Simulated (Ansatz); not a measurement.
**Al(100) (Fm-3m bulk, 4 atomic planes (those closer than 0.6 Å count as one), 6 Å) with one Al vacancy in a 2 × 2 cell: images, spectra and barriers**

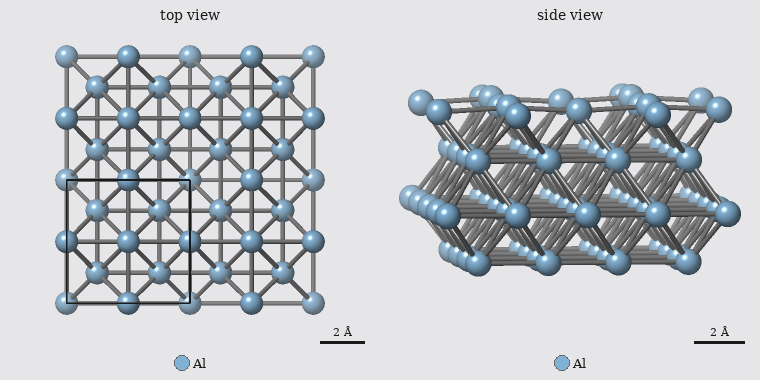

The relaxed structure from above and from the side.

Computed with Ansatz 0.2.0, DFT PBE, scalar-relativistic, plane waves, PAW. Cutoff 420 eV, 10 × 10 k-points, Gaussian smearing 0.1 eV, dipole correction. The slab is a cut without reconstruction beyond its cell, at the source's lattice constants, with its lower half held fixed and the rest relaxed. The defects repeat every 5.7 Å and interact, so states at the Fermi level and the work function belong to this dense array. No spin polarisation. The run warns that the functional's potential is rough in the thin density of the vacuum, where the tip is; weak contrasts and barriers may feel it. On this mesh the free atoms still feel up to 0.17 eV/Å.

Model: Tersoff–Hamann, s-wave tip, no tip–sample forces. Bias windows are sharp sums over the levels of the k mesh.

```yaml
crystal:
  lattice:
    - [5.72468, 0.00000, 0.00000]
    - [0.00000, 5.72468, 0.00000]
    - [0.00000, 0.00000, 23.07194]
  atoms:
    - { symbol: Al, position: [0.25000, 0.25000, 0.36841] }
    - { symbol: Al, position: [0.25000, 0.75000, 0.36841] }
    - { symbol: Al, position: [0.75000, 0.25000, 0.36841] }
    - { symbol: Al, position: [0.75000, 0.75000, 0.36841] }
    - { symbol: Al, position: [0.00000, 0.00000, 0.45614] }
    - { symbol: Al, position: [0.00000, 0.50000, 0.45614] }
    - { symbol: Al, position: [0.50000, 0.00000, 0.45614] }
    - { symbol: Al, position: [0.50000, 0.50000, 0.45614] }
    - { symbol: Al, position: [0.24670, 0.24670, 0.54816] }
    - { symbol: Al, position: [0.24670, 0.75330, 0.54816] }
    - { symbol: Al, position: [0.75330, 0.24670, 0.54816] }
    - { symbol: Al, position: [0.75330, 0.75330, 0.54816] }
    - { symbol: Al, position: [0.00000, 0.50000, 0.63173] }
    - { symbol: Al, position: [0.50000, 0.00000, 0.63173] }
    - { symbol: Al, position: [0.50000, 0.50000, 0.63865] }
```

Part 1: The defect in the image

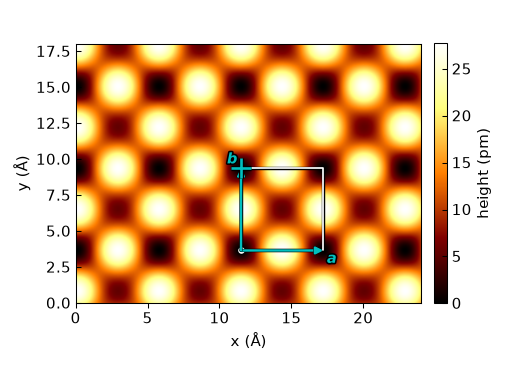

Constant-current image at a set point of 2.5 × 10⁻⁶ e/Å³, sample bias +1.00 V, of Al(100) (Fm-3m bulk, 4 atomic planes (those closer than 0.6 Å count as one), 6 Å) with one defect or adsorbate in every 2 × 2 cell; the cross marks its site, and a white outline, where drawn, is that cell.

> The feature is an Al vacancy. How does it appear?

Its site appears as a dip 28 pm below the bright spots that ring it, and 8 pm below the mean of the area farther than 3.2 Å from it. The brightest spots lie over the top Al atoms next to the vacancy; the darkest points are over the vacancy.

Part 2: One image

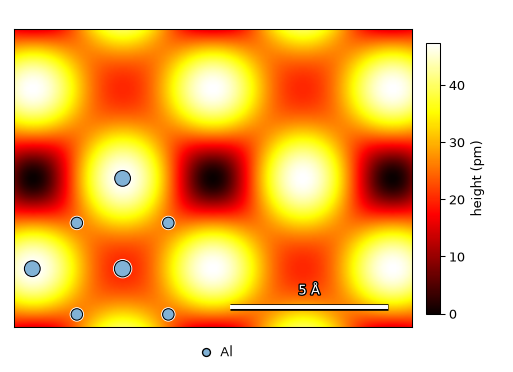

Constant-current image at a set point of 1.4 × 10⁻⁵ e/Å³ of this surface, sample bias +0.50 V. The atoms seen from above are drawn over one corner (deeper ones smaller).

> Which atoms or sites appear bright, which dark, and how strong is the contrast?

The brightest spots lie over the top Al atoms next to the vacancy; the darkest points are over the vacancy. The corrugation is 47 pm at a mean tip height of 4.0 Å.

Part 3: Approach curves

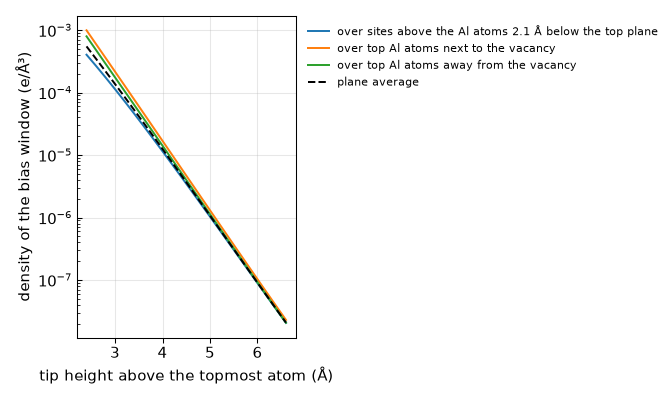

Approach curves over this surface at a sample bias of −0.50 V.

> Estimate the decay constant and the apparent barrier, and compare with the vacuum level, which the run puts 4.32 eV above zero bias.

Near 4 Å the plane average falls as exp(−2.43 z/Å), a factor of 11 per ångström, which gives an apparent barrier of 5.6 eV (0.952 eV Å² times the slope squared). The apparent barrier is above 4.32 eV. At 4 Å the 0.25 eV of states nearest the highest filled state carry 44 % of the density. The value exceeds even the 4.82 eV between the vacuum level and the deepest states of the window, so their depth alone doesn't explain it. States away from the zone centre decay faster, since their momentum along the surface adds to the barrier, and that may account for the rest.

Part 4: Barrier map

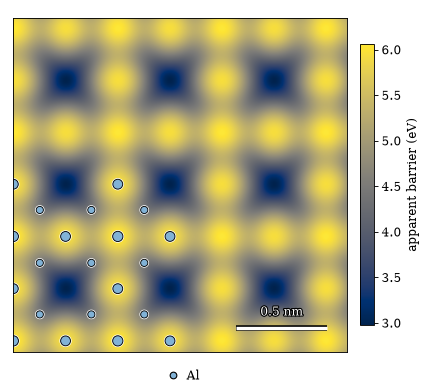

Map of the apparent barrier height, 0.952 eV Å² × (d ln I/dz)², 3.0 Å above this surface at −0.25 V; lighter colours are higher.

> Where is the apparent barrier highest and lowest, and over what range?

It is highest, 6.1 eV, over the top Al atoms away from the vacancy and the top Al atoms next to the vacancy, and lowest, 3.0 eV, over the vacancy. The vacuum level lies 4.32 eV above zero bias.

Part 5: Bias series

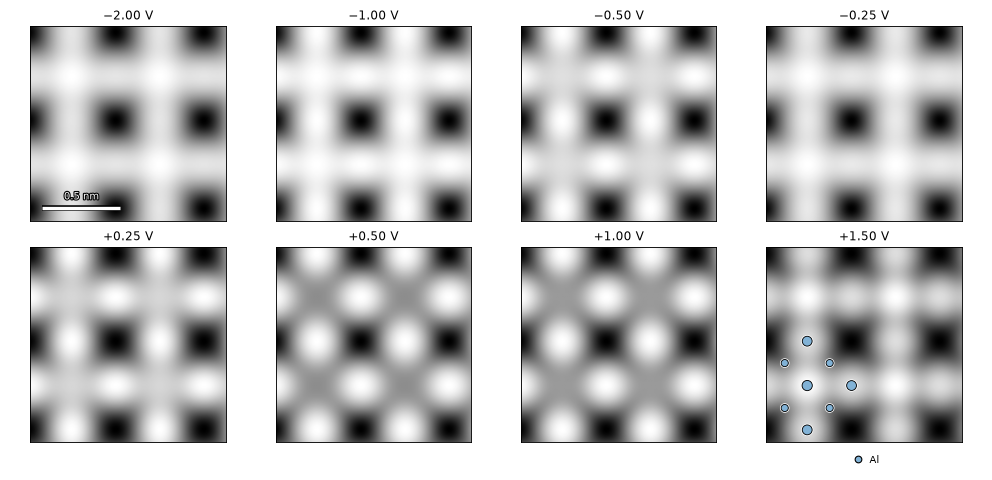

Constant-current images of this surface at 8 sample biases, each on its own colour scale; the last has the atoms seen from above drawn over one corner (deeper ones smaller).

> How do the images change with bias?

```json
{"bias": "−2.00 V", "set point (e/Å³)": "1.4 × 10⁻⁴", "corrugation": "75 pm", "brightest over": "top Al atoms away from the vacancy"}
{"bias": "−1.00 V", "set point (e/Å³)": "8.1 × 10⁻⁵", "corrugation": "65 pm", "brightest over": "all the top Al atoms"}
{"bias": "−0.50 V", "set point (e/Å³)": "4.2 × 10⁻⁵", "corrugation": "61 pm", "brightest over": "top Al atoms next to the vacancy"}
{"bias": "−0.25 V", "set point (e/Å³)": "1.9 × 10⁻⁵", "corrugation": "77 pm", "brightest over": "all the top Al atoms"}
{"bias": "+0.25 V", "set point (e/Å³)": "1.4 × 10⁻⁵", "corrugation": "43 pm", "brightest over": "top Al atoms next to the vacancy"}
{"bias": "+0.50 V", "set point (e/Å³)": "4.5 × 10⁻⁵", "corrugation": "60 pm", "brightest over": "top Al atoms next to the vacancy"}
{"bias": "+1.00 V", "set point (e/Å³)": "8.8 × 10⁻⁵", "corrugation": "59 pm", "brightest over": "top Al atoms next to the vacancy"}
{"bias": "+1.50 V", "set point (e/Å³)": "1.3 × 10⁻⁴", "corrugation": "58 pm", "brightest over": "top Al atoms away from the vacancy"}
```

The slab has states at the Fermi level, so this model gives a current down to small biases. Its work function (top face) is 4.32 eV.
